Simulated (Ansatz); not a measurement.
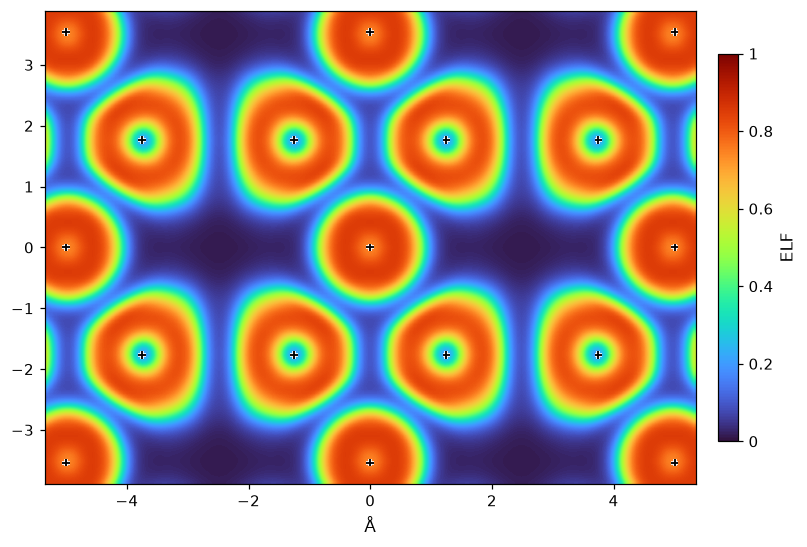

The ELF on a plane through atoms (crosses mark nuclei in the plane).

Level of theory: Ansatz 0.2.0, DFT LDA, scalar-relativistic, plane waves, PAW.

Candidates:
A. BN, a = 4.31 Å, b = 2.49 Å, c = 3.54 Å, α = 90.00°, β = 114.35°, γ = 90.00°. Space group Cm; a structure from a database of computed crystals, not necessarily the ambient phase.
B. HfO$_{2}$, a = 5.00 Å, b = 5.00 Å, c = 5.00 Å, α = 90.00°, β = 90.00°, γ = 90.00°. Space group Fm-3m.

**Which candidate gave the map?**

Candidate B: HfO$_{2}$ on the (101) plane of the conventional cell, which holds Hf and O. Hf–O (2.17 Å): the ELF peaks at about 0.85 in the valence shell of O, 0.6 Å from its nucleus, and drops to about 0.15 between the two atoms (no shared electron pair shows on this line).
